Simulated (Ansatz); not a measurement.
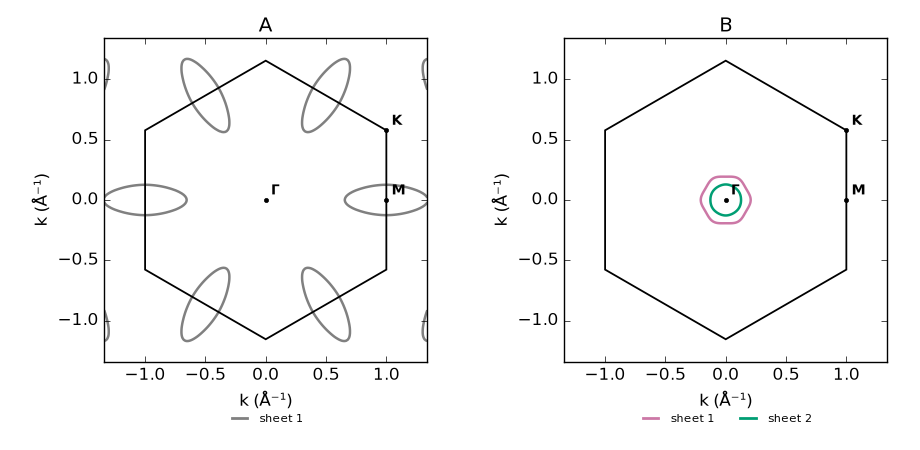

Constant-energy contours of a single layer of ZrS2 (space group of the slab cell P-3m1) near its two band edges (0.30 eV into the valence band, 0.20 eV into the conduction band), in unknown order.

The calculation used DFT PBE, scalar-relativistic, plane waves, PAW; levels and slopes on a dense k mesh at the converged density in Ansatz. No spin polarisation. The levels come from a k mesh of 54×54×1 points. Cell and positions as given, without relaxation.

Masses come from a second pass at points close to the extrema; at the energies drawn a band may no longer be parabolic.

> Which panel shows the holes and which the electrons?

B shows the valence band (holes), A the conduction band (electrons).

> Describe the extrema and the gap.

Valence band (extrema up to 0.30 eV from the edge): one maximum at Γ, two bands meeting there, with masses of 0.18 and 0.42 mₑ for the two bands, each the same along x and y. Band 12 forms the valence edge; band 11 meets it there.
Conduction band (extrema up to 0.20 eV from the edge): three equivalent minima at M, principal masses 0.27 and 1.89 mₑ. Band 13 forms the conduction edge.
The gap is indirect, 1.07 eV at this level of theory, which underestimates gaps and can reorder valleys that lie close.

Spin-orbit coupling, left out here, can change the gap, its kind, the place of the band edges and the masses, since the compound holds Zr.
